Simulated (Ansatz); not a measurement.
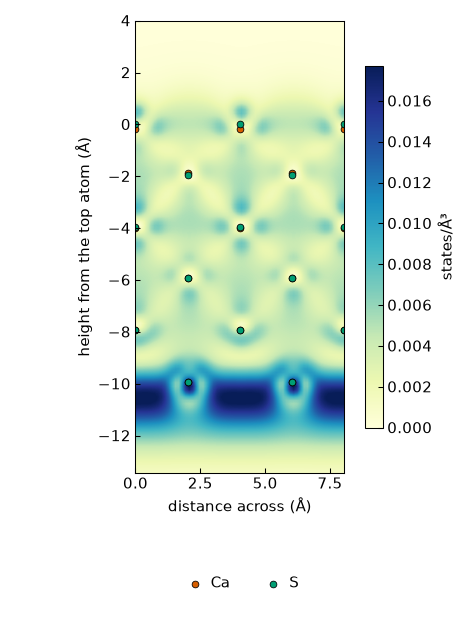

Density of all states between +1.20 and +1.55 eV (zero: the middle of the gap) of CaS(110) (Fm-3m bulk, 6 atomic planes (those closer than 0.6 Å count as one), 10 Å, CaS-terminated): side view, averaged along the second cell vector.

The picture shows the smooth PAW orbitals' density alone; the shares below count all of it.

Computed with Ansatz, DFT PBEsol, scalar-relativistic, plane waves, PAW. Cutoff 420 eV, 15 × 11 k-points, Gaussian smearing 0.05 eV, dipole correction. The slab is a cut without reconstruction beyond its cell, at the source's lattice constants, with its lower half held fixed and the rest relaxed. No spin polarisation. The run warns that the functional's potential is rough in the thin density of the vacuum, where the tip is; weak contrasts and barriers may feel it.

Q: Where in the slab do these states sit?

A: The window holds 1.9 states per cell. Shares by plane (space cut midway between planes), top to bottom: CaS 11 %, CaS 8 %, CaS 11 %, CaS 10 %, CaS 11 %, CaS 48 %; the outer planes' shares include the vacuum, and density in a gap between layers is shared out between the planes on either side. About 18 % lies outside the slab, over 1.0 Å beyond its outer planes.
